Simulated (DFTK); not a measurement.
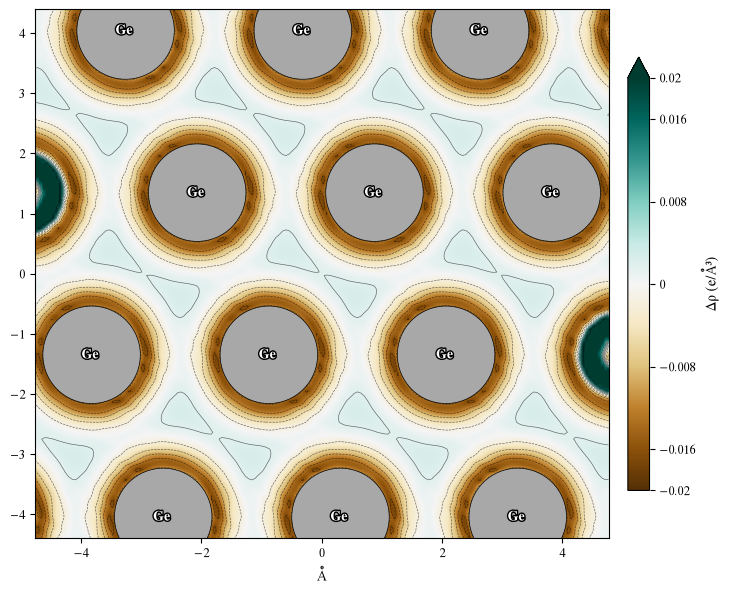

Ge. Difference of the valence pseudo-densities of two functionals at the same geometry, on the (010) plane of the calculation cell: PBE less LDA.

Space group I4/mmm; a generated structure, not necessarily the stable one.

Both computed with DFTK (plane waves, pseudopotentials), on the same k-point mesh. Grey discs cover the atomic cores.

Where does the change of functional move the electrons?

Answer. Against LDA, PBE gives less density around Ge (−0.013 e/Å³ on average at 1.0 Å from the nucleus).
